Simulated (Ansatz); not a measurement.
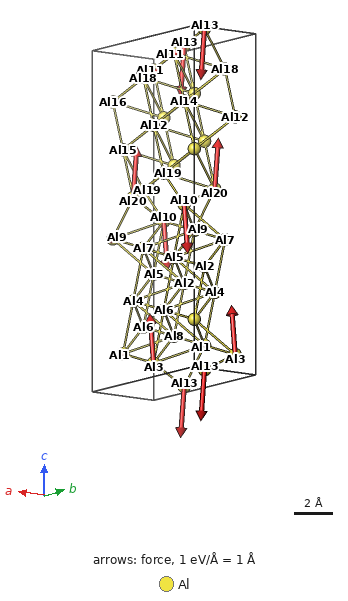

Starting geometry of an interface cell of composition Al with the computed forces as red arrows. A ball-and-stick model of the conventional cell (2 times the calculation's cell) (origin shifted), seen from a free direction. Lengths and directions refer to the drawn axes.

Case: symmetric tilt boundary Sigma 5 (2 1 0), mirror between planes, shift [0.5, 0].

All numbers below come from DFT PBE, scalar-relativistic, plane waves, PAW in Ansatz 0.2.0. (plane-wave cutoff 420 eV; k-point mesh 10 × 10 × 2; occupations gaussian; smearing width 0.1 eV; no spin polarisation; cell relaxed at fixed a, b, alpha, beta, gamma; force threshold 0.02 eV/Å; at most 60 steps)

What follows when this structure is relaxed?

Answer. It isn't relaxed: the largest force vector, on Al atoms, is 2.75 eV/Å. The atoms end up moving mostly along the starting forces (cosine between the two patterns 0.92). After 4 accepted moves (5 points after the start) the energy has fallen by 1.667 eV per cell of the calculation. Largest force component: 2.7 eV/Å at the start, 0.0033 eV/Å at the end. Pressure: 4.07 GPa at the start and −0.01 GPa at the end. The SCF was repeated once at an unchanged geometry on a basis and grid sized afresh for the cell, which shifted the energy by 6.4 meV per cell of the calculation at most. The largest moves relative to the cell, 0.30 Å, are those of Al atoms. The drawn cell changes as follows: a unchanged at 4.041 Å, b unchanged at 9.037 Å, c 18.374 → 19.007 Å (+3.4 %); the volume changes by +3.4 %. Near-neighbour distances that change, for instance: Al–Al 2.279 → 2.632 Å, Al–Al 2.664 → 2.920 Å, Al–Al 2.858 → 3.005 Å, Al–Al 2.858 → 2.726 Å.
